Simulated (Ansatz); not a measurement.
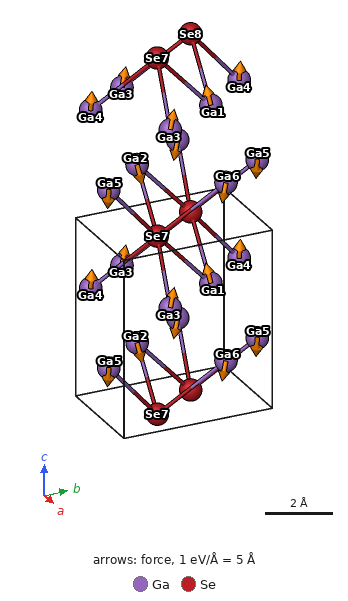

Starting geometry of a crystal of Ga₃Se (a generated structure, set up in P-31m) with the computed forces as orange arrows. A ball-and-stick model of the cell of the calculation, repeated 1 × 1 × 2 with one cell outlined, seen slightly off an axis.

The calculation used Ansatz 0.2.0, DFT PBE, scalar-relativistic, plane waves, PAW. Settings: plane-wave cutoff 420 eV; k-point mesh 6 × 6 × 8; occupations gaussian; smearing width 0.1 eV; no spin polarisation; cell and atoms relaxed; force threshold 0.01 eV/Å; at most 80 steps.

### Is this structure relaxed? If not, where do the atoms go?

It isn't relaxed: the largest force vector, on Ga atoms, is 0.13 eV/Å. The final displacements follow the starting forces only in part (cosine between the two patterns 0.77). The largest moves relative to the cell, 0.034 Å, are those of Ga1, Ga2, Ga3, Ga4, Ga5 and Ga6. Ga2 goes along [−1 −1 −2]. Se stays in place. The drawn cell changes as follows: a = b 6.158 → 6.004 Å (−2.5 %), c 5.473 → 5.720 Å (+4.5 %); the volume changes by −0.6 %. Among the angles between lasting bonds that change: Se7–Ga2–Se8 80.5° → 78.2°, Ga1–Se8–Ga2 99.5° → 101.8°, Ga1–Se8–Ga3 83.7° → 81.6°. The space group stays P-31m (No. 162). Over 4 accepted moves (5 points after the start) the energy falls by 4.8 meV per atom. Largest force component: 0.13 eV/Å at the start, 0.00089 eV/Å at the end. The pressure goes from 0.03 to −0.01 GPa. The SCF was repeated once at an unchanged geometry on a basis and grid sized afresh for the cell, which shifted the energy by less than 0.05 meV per atom at most.
